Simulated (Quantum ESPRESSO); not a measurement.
## Workfunction calculation, with input and output: Sn (part 1 of 2)

System: Sn (slab, 5 atoms in the cell).
Method: Kohn-Sham DFT of a periodic cell, PBE, PseudoDojo 0.4.1 SR PBE standard, no spin polarisation (Quantum ESPRESSO 7.5).

The structure derives from an entry of the Crystallography Open Database.

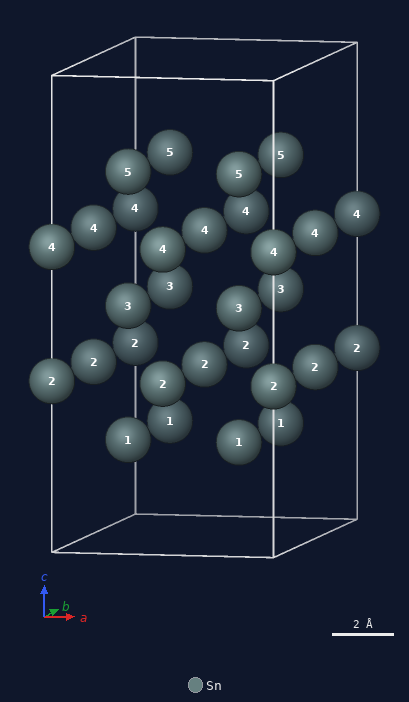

The structure as given in the input (spheres-only view of the 2 × 2 repeat of the cell, with the vacuum cut short, seen slightly off an axis; atoms are numbered from 1 in the order of the input).

### The input
```
&CONTROL
  calculation = 'scf'
  prefix = 'pwscf'
  outdir = './tmp'
  pseudo_dir = './pseudo'
  tprnfor = .true.
  disk_io = 'low'
/
&SYSTEM
  ibrav = 0
  celldm(1) = 8
  nat = 5
  ntyp = 1
  ecutwfc = 72
  nbnd = 46
  occupations = 'smearing'
  smearing = 'fd'
  degauss = 0.00367493
/
&ELECTRONS
  conv_thr = 5d-09
  electron_maxstep = 150
  mixing_beta = 0.3
  mixing_mode = 'local-TF'
/
ATOMIC_SPECIES
Sn   118.7100 Sn.upf
CELL_PARAMETERS alat
  0.8699023952630  -0.0000000000000  -0.0000000000000
  0.2206536954671   0.8414523895985   0.0000000000000
  0.0000000000000   0.0000000000000   5.6688573324114
ATOMIC_POSITIONS crystal
Sn     0.5000000000    0.5000000000    0.3125176977
Sn     0.0000000000    0.0000000000    0.4062588488
Sn     0.5000000000    0.5000000000    0.5000000000
Sn     0.0000000000    0.0000000000    0.5937411512
Sn     0.5000000000    0.5000000000    0.6874823023
K_POINTS automatic
8 8 1 0 0 0
```

### File pp_density.in
```
&INPUTPP
  prefix = 'pwscf'
  outdir = './tmp'
  filplot = 'density.dat'
  plot_num = 0
/
&PLOT
  nfile = 1
  filepp(1) = 'density.dat'
  iflag = 3
  output_format = 6
  fileout = 'density.cube'
/
```

### File pp_potential.in
```
&INPUTPP
  prefix = 'pwscf'
  outdir = './tmp'
  filplot = 'potential.dat'
  plot_num = 11
/
&PLOT
  nfile = 1
  filepp(1) = 'potential.dat'
  iflag = 3
  output_format = 6
  fileout = 'potential.cube'
/
```

### File pp_elf.in
```
&INPUTPP
  prefix = 'pwscf'
  outdir = './tmp'
  filplot = 'elf.dat'
  plot_num = 8
/
&PLOT
  nfile = 1
  filepp(1) = 'elf.dat'
  iflag = 3
  output_format = 6
  fileout = 'elf.cube'
/
```

Run on 1 thread of Arm Neoverse V1, 24 GiB of memory available, shared host.

Run as:
```bash
OMP_NUM_THREADS=1 pw.x -in pw.in > pw.out
OMP_NUM_THREADS=1 pp.x -in pp_density.in > pp_density.out
OMP_NUM_THREADS=1 pp.x -in pp_potential.in > pp_potential.out
OMP_NUM_THREADS=1 pp.x -in pp_elf.in > pp_elf.out
```

### Output
```
This program is part of the open-source Quantum ESPRESSO suite
     for quantum simulation of materials; please cite
         "P. Giannozzi et al., J. Phys.:Condens. Matter 21 395502 (2009);
         "P. Giannozzi et al., J. Phys.:Condens. Matter 29 465901 (2017);
         "P. Giannozzi et al., J. Chem. Phys. 152 154105 (2020);
          URL
     in publications or presentations arising from this work. More details at

     Message from routine setup:
     using ibrav=0 with symmetry is DISCOURAGED, use correct ibrav instead

     G-vector sticks info
     --------------------
     sticks:   dense  smooth     PW     G-vecs:    dense   smooth      PW
     Sum        1067    1067    313               175299   175299   27275

     Using Slab Decomposition

     bravais-lattice index     =            0
     lattice parameter (alat)  =       8.0000  a.u.
     unit-cell volume          =    2124.5432 (a.u.)^3
     number of atoms/cell      =            5
     number of atomic types    =            1
     number of electrons       =        70.00
     number of Kohn-Sham states=           46
     kinetic-energy cutoff     =      72.0000  Ry
     charge density cutoff     =     288.0000  Ry
     scf convergence threshold =      5.0E-09
     mixing beta               =       0.3000
     number of iterations used =            8  local-TF  mixing
     Exchange-correlation= PBE
                           (   1   4   3   4   0   0   0)

     celldm(1)=   8.000000  celldm(2)=   0.000000  celldm(3)=   0.000000
     celldm(4)=   0.000000  celldm(5)=   0.000000  celldm(6)=   0.000000

     crystal axes: (cart. coord. in units of alat)
               a(1) = (   0.869902  -0.000000  -0.000000 )
               a(2) = (   0.220654   0.841452   0.000000 )
               a(3) = (   0.000000   0.000000   5.668857 )

     reciprocal axes: (cart. coord. in units 2 pi/alat)
               b(1) = (  1.149554 -0.301447  0.000000 )
               b(2) = (  0.000000  1.188421 -0.000000 )
               b(3) = (  0.000000 -0.000000  0.176402 )

     PseudoPot. # 1 for Sn read from file:
     Sn.upf
     Pseudo is Norm-conserving + core correction, Zval = 14.0
     Generated using ONCVPSP code by D. R. Hamann
     Using radial grid of 1628 points,  6 beta functions with:
                l(1) =   0
                l(2) =   0
                l(3) =   1
                l(4) =   1
                l(5) =   2
                l(6) =   2

     atomic species   valence    mass     pseudopotential
     Sn               14.00   118.71000     Sn( 1.00)

      4 Sym. Ops., with inversion, found

   Cartesian axes

     site n.     atom                  positions (alat units)
         1        Sn     tau(   1) = (   0.5452780   0.4207262   1.7716182  )
         2        Sn     tau(   2) = (   0.0000000   0.0000000   2.3030235  )
         3        Sn     tau(   3) = (   0.5452780   0.4207262   2.8344287  )
         4        Sn     tau(   4) = (   0.0000000   0.0000000   3.3658339  )
         5        Sn     tau(   5) = (   0.5452780   0.4207262   3.8972391  )

     number of k points=    34  Fermi-Dirac smearing, width (Ry)=  0.0037
                       cart. coord. in units 2pi/alat
        k(    1) = (   0.0000000   0.0000000   0.0000000), wk =   0.0312500
        k(    2) = (   0.0000000   0.1485527   0.0000000), wk =   0.0625000
        k(    3) = (   0.0000000   0.2971053   0.0000000), wk =   0.0625000
        k(    4) = (   0.0000000   0.4456580   0.0000000), wk =   0.0625000
        k(    5) = (   0.0000000  -0.5942107   0.0000000), wk =   0.0312500
        k(    6) = (   0.1436943  -0.0376809   0.0000000), wk =   0.0625000
        k(    7) = (   0.1436943   0.1108718   0.0000000), wk =   0.0625000
        k(    8) = (   0.1436943   0.2594245   0.0000000), wk =   0.0625000
        k(    9) = (   0.1436943   0.4079771   0.0000000), wk =   0.0625000
        k(   10) = (   0.1436943  -0.6318916   0.0000000), wk =   0.0625000
        k(   11) = (   0.1436943  -0.4833389   0.0000000), wk =   0.0625000
        k(   12) = (   0.1436943  -0.3347862   0.0000000), wk =   0.0625000
        k(   13) = (   0.1436943  -0.1862336   0.0000000), wk =   0.0625000
        k(   14) = (   0.2873886  -0.0753618   0.0000000), wk =   0.0625000
        k(   15) = (   0.2873886   0.0731909   0.0000000), wk =   0.0625000
        k(   16) = (   0.2873886   0.2217436   0.0000000), wk =   0.0625000
        k(   17) = (   0.2873886   0.3702962   0.0000000), wk =   0.0625000
        k(   18) = (   0.2873886  -0.6695725   0.0000000), wk =   0.0625000
        k(   19) = (   0.2873886  -0.5210198   0.0000000), wk =   0.0625000
        k(   20) = (   0.2873886  -0.3724671   0.0000000), wk =   0.0625000
        k(   21) = (   0.2873886  -0.2239144   0.0000000), wk =   0.0625000
        k(   22) = (   0.4310828  -0.1130427   0.0000000), wk =   0.0625000
        k(   23) = (   0.4310828   0.0355100   0.0000000), wk =   0.0625000
        k(   24) = (   0.4310828   0.1840627   0.0000000), wk =   0.0625000
        k(   25) = (   0.4310828   0.3326153   0.0000000), wk =   0.0625000
        k(   26) = (   0.4310828  -0.7072534   0.0000000), wk =   0.0625000
        k(   27) = (   0.4310828  -0.5587007   0.0000000), wk =   0.0625000
        k(   28) = (   0.4310828  -0.4101480   0.0000000), wk =   0.0625000
        k(   29) = (   0.4310828  -0.2615953   0.0000000), wk =   0.0625000
        k(   30) = (  -0.5747771   0.1507236   0.0000000), wk =   0.0312500
        k(   31) = (  -0.5747771   0.2992762   0.0000000), wk =   0.0625000
        k(   32) = (  -0.5747771   0.4478289   0.0000000), wk =   0.0625000
        k(   33) = (  -0.5747771   0.5963816   0.0000000), wk =   0.0625000
        k(   34) = (  -0.5747771  -0.4434871   0.0000000), wk =   0.0312500

     Dense  grid:   175299 G-vectors     FFT dimensions: (  40,  40, 250)

     Initial potential from superposition of free atoms

     starting charge      69.9923, renormalised to      70.0000

     negative rho (up, down):  2.815E-05 0.000E+00
     Starting wfcs are   45 randomized atomic wfcs +    1 random wfcs

     Self-consistent Calculation

     iteration #  1     ecut=    72.00 Ry     beta= 0.30
     Davidson diagonalization with overlap
     ethr =  1.00E-02,  avg # of iterations =  4.3

     Threshold (ethr) on eigenvalues was too large:
     Diagonalizing with lowered threshold

     Davidson diagonalization with overlap
     ethr =  1.22E-04,  avg # of iterations =  7.3

     total energy              =    -787.99670515 Ry
     estimated scf accuracy    <       0.08782124 Ry

     iteration #  2     ecut=    72.00 Ry     beta= 0.30
     Davidson diagonalization with overlap
     ethr =  1.25E-04,  avg # of iterations =  1.0

     total energy              =    -787.98601005 Ry
     estimated scf accuracy    <       0.05634821 Ry

     iteration #  3     ecut=    72.00 Ry     beta= 0.30
     Davidson diagonalization with overlap
     ethr =  8.05E-05,  avg # of iterations =  4.9

     total energy              =    -787.99013057 Ry
     estimated scf accuracy    <       0.00198398 Ry

     iteration #  4     ecut=    72.00 Ry     beta= 0.30
     Davidson diagonalization with overlap
     ethr =  2.83E-06,  avg # of iterations =  7.5

     total energy              =    -787.99010936 Ry
     estimated scf accuracy    <       0.00217030 Ry

     iteration #  5     ecut=    72.00 Ry     beta= 0.30
     Davidson diagonalization with overlap
     ethr =  2.83E-06,  avg # of iterations =  2.9

     total energy              =    -787.98997448 Ry
     estimated scf accuracy    <       0.00099044 Ry

     iteration #  6     ecut=    72.00 Ry     beta= 0.30
     Davidson diagonalization with overlap
     ethr =  1.41E-06,  avg # of iterations =  6.3

     total energy              =    -787.98980181 Ry
     estimated scf accuracy    <       0.00065175 Ry

     iteration #  7     ecut=    72.00 Ry     beta= 0.30
     Davidson diagonalization with overlap
     ethr =  9.31E-07,  avg # of iterations =  5.5

     total energy              =    -787.98990503 Ry
     estimated scf accuracy    <       0.00011661 Ry

     iteration #  8     ecut=    72.00 Ry     beta= 0.30
     Davidson diagonalization with overlap
     ethr =  1.67E-07,  avg # of iterations =  4.5

     negative rho (up, down):  5.255E-05 0.000E+00

     total energy              =    -787.98992330 Ry
     estimated scf accuracy    <       0.00003358 Ry

     iteration #  9     ecut=    72.00 Ry     beta= 0.30
     Davidson diagonalization with overlap
     ethr =  4.80E-08,  avg # of iterations =  4.8

     negative rho (up, down):  3.561E-05 0.000E+00

     total energy              =    -787.98995959 Ry
     estimated scf accuracy    <       0.00001003 Ry

     iteration # 10     ecut=    72.00 Ry     beta= 0.30
     Davidson diagonalization with overlap
     ethr =  1.43E-08,  avg # of iterations =  5.8

     negative rho (up, down):  4.626E-06 0.000E+00

     total energy              =    -787.98996018 Ry
     estimated scf accuracy    <       0.00000223 Ry

     iteration # 11     ecut=    72.00 Ry     beta= 0.30
     Davidson diagonalization with overlap
     ethr =  3.18E-09,  avg # of iterations =  1.6

     total energy              =    -787.98996096 Ry
     estimated scf accuracy    <       0.00000028 Ry

     iteration # 12     ecut=    72.00 Ry     beta= 0.30
     Davidson diagonalization with overlap
     ethr =  3.96E-10,  avg # of iterations =  4.0

     negative rho (up, down):  1.501E-07 0.000E+00

     total energy              =    -787.98996101 Ry
     estimated scf accuracy    <       0.00000002 Ry

     iteration # 13     ecut=    72.00 Ry     beta= 0.30
     Davidson diagonalization with overlap
     ethr =  2.62E-11,  avg # of iterations =  2.6

     total energy              =    -787.98996100 Ry
     estimated scf accuracy    <          8.4E-09 Ry

     iteration # 14     ecut=    72.00 Ry     beta= 0.30
     Davidson diagonalization with overlap
     ethr =  1.19E-11,  avg # of iterations =  2.4

     End of self-consistent calculation

          k = 0.0000 0.0000 0.0000 ( 21975 PWs)   bands (ev):

   -19.1455 -19.0987 -19.0977 -19.0650 -19.0448 -19.0435 -19.0369 -19.0350
   -19.0179 -19.0139 -19.0086 -19.0014 -18.9906 -18.9776 -18.9776 -18.9624
   -18.9548 -18.9294 -18.9202 -18.9192 -18.9173 -18.8825 -18.8708 -18.8501
   -18.8026  -7.8101  -7.0455  -5.8652  -4.2363  -2.3835   0.5933   2.4909
     3.2141   4.1137   4.4390   5.0631   5.4503   5.7191   5.8823   6.5343
     6.6097   6.7475   7.1844   7.2789   7.5678   8.0159

          k = 0.0000 0.1486 0.0000 ( 21958 PWs)   bands (ev):

   -19.1400 -19.0973 -19.0902 -19.0705 -19.0496 -19.0340 -19.0314 -19.0304
   -19.0213 -19.0129 -19.0098 -18.9943 -18.9932 -18.9815 -18.9813 -18.9539
   -18.9490 -18.9248 -18.9202 -18.9192 -18.9185 -18.8831 -18.8738 -18.8513
   -18.8132  -7.6227  -6.8601  -5.6888  -4.0876  -2.3347   0.7469   1.6764
     2.6205   3.3564   3.9693   4.5190   5.1789   5.2131   5.6461   6.1582
     6.3383   6.9964   7.0431   7.2541   7.3540   7.8427

          k = 0.0000 0.2971 0.0000 ( 21962 PWs)   bands (ev):

   -19.1267 -19.0988 -19.0741 -19.0678 -19.0591 -19.0331 -19.0266 -19.0253
   -19.0194 -19.0050 -18.9978 -18.9918 -18.9916 -18.9868 -18.9861 -18.9405
   -18.9402 -18.9221 -18.9214 -18.9162 -18.9063 -18.8843 -18.8803 -18.8550
   -18.8405  -7.0623  -6.3095  -5.1769  -3.7062  -2.4678   0.3547   0.4226
     1.4817   1.7570   3.4098   3.7052   4.5688   4.9628   5.2036   5.8759
     6.0674   6.6003   6.9331   7.1850   7.4429   8.0841

          k = 0.0000 0.4457 0.0000 ( 21904 PWs)   bands (ev):

   -19.1156 -19.1023 -19.0678 -19.0649 -19.0528 -19.0327 -19.0269 -19.0216
   -19.0187 -19.0042 -18.9956 -18.9890 -18.9884 -18.9801 -18.9798 -18.9388
   -18.9326 -18.9232 -18.9181 -18.9056 -18.8896 -18.8863 -18.8840 -18.8704
   -18.8601  -6.1402  -5.4208  -4.4261  -3.5142  -3.4761  -0.7759  -0.4307
     0.6324   1.1868   2.6068   3.0802   4.3082   4.9390   5.2846   5.5465
     5.5716   6.3727   6.4117   7.3045   7.9080   8.3249

          k = 0.0000-0.5942 0.0000 ( 21894 PWs)   bands (ev):

   -19.1126 -19.1037 -19.0711 -19.0603 -19.0455 -19.0317 -19.0281 -19.0247
   -19.0121 -19.0036 -18.9963 -18.9922 -18.9865 -18.9781 -18.9735 -18.9392
   -18.9305 -18.9232 -18.9163 -18.9001 -18.8873 -18.8866 -18.8851 -18.8777
   -18.8631  -4.9236  -4.8707  -4.3370  -4.2780  -3.9146  -1.1682  -0.7346
     0.2126   1.0497   2.0749   3.2837   4.4203   4.6265   5.0657   5.1997
     5.8974   6.1062   6.2508   7.4346   8.2009   8.7671

          k = 0.1437-0.0377 0.0000 ( 21958 PWs)   bands (ev):

   -19.1400 -19.0973 -19.0902 -19.0705 -19.0496 -19.0340 -19.0314 -19.0304
   -19.0213 -19.0129 -19.0098 -18.9943 -18.9932 -18.9815 -18.9813 -18.9539
   -18.9490 -18.9248 -18.9202 -18.9192 -18.9185 -18.8831 -18.8738 -18.8513
   -18.8132  -7.6227  -6.8601  -5.6888  -4.0876  -2.3347   0.7469   1.6764
     2.6205   3.3564   3.9693   4.5190   5.1789   5.2131   5.6461   6.1582
     6.3383   6.9964   7.0431   7.2541   7.3540   7.8427

          k = 0.1437 0.1109 0.0000 ( 21987 PWs)   bands (ev):

   -19.1487 -19.0931 -19.0855 -19.0690 -19.0507 -19.0466 -19.0247 -19.0219
   -19.0141 -19.0102 -19.0100 -19.0034 -18.9963 -18.9815 -18.9815 -18.9507
   -18.9444 -18.9315 -18.9204 -18.9188 -18.9178 -18.8822 -18.8707 -18.8510
   -18.8029  -7.5367  -6.7755  -5.6049  -3.9996  -2.2163   0.8440   2.3583
     2.5113   3.3879   3.6698   4.5932   4.6955   4.8592   5.7949   5.8767
     6.0946   6.3989   6.4913   7.0947   7.3525   8.1123

          k = 0.1437 0.2594 0.0000 ( 21980 PWs)   bands (ev):

   -19.1455 -19.0917 -19.0757 -19.0683 -19.0590 -19.0380 -19.0262 -19.0176
   -19.0146 -19.0027 -19.0017 -18.9993 -18.9963 -18.9866 -18.9863 -18.9380
   -18.9344 -18.9256 -18.9216 -18.9173 -18.9152 -18.8821 -18.8725 -18.8521
   -18.8134  -7.0794  -6.3258  -5.1802  -3.6481  -2.1434   0.8253   0.9760
     1.6575   2.4279   3.4132   3.8606   4.4553   4.6923   4.8080   5.5045
     5.6734   6.0523   6.5030   6.8321   7.3931   7.6084

          k = 0.1437 0.4080 0.0000 ( 21928 PWs)   bands (ev):

   -19.1323 -19.0974 -19.0713 -19.0683 -19.0543 -19.0360 -19.0247 -19.0181
   -19.0177 -19.0004 -18.9996 -18.9947 -18.9935 -18.9829 -18.9769 -18.9342
   -18.9293 -18.9213 -18.9185 -18.9101 -18.8999 -18.8811 -18.8773 -18.8546
   -18.8396  -6.2633  -5.5345  -4.4809  -3.3033  -2.8862  -0.3937  -0.0054
     0.8252   1.5984   2.5426   2.9005   4.1906   4.5493   4.9053   5.3889
     5.6248   5.7599   5.9523   7.1115   7.5553   8.0389

          k = 0.1437-0.6319 0.0000 ( 21903 PWs)   bands (ev):

   -19.1187 -19.1002 -19.0729 -19.0630 -19.0477 -19.0330 -19.0244 -19.0188
   -19.0177 -19.0019 -19.0018 -18.9906 -18.9904 -18.9768 -18.9721 -18.9348
   -18.9252 -18.9187 -18.9148 -18.9041 -18.8916 -18.8836 -18.8799 -18.8691
   -18.8604  -5.1305  -4.4909  -4.3237  -3.8369  -3.8255  -0.9165  -0.6180
     0.4459   1.0942   1.8739   3.2513   3.4358   3.5660   4.5227   4.8419
     5.7489   5.9308   6.3677   7.5303   7.8404   8.8171

          k = 0.1437-0.4833 0.0000 ( 21889 PWs)   bands (ev):
```
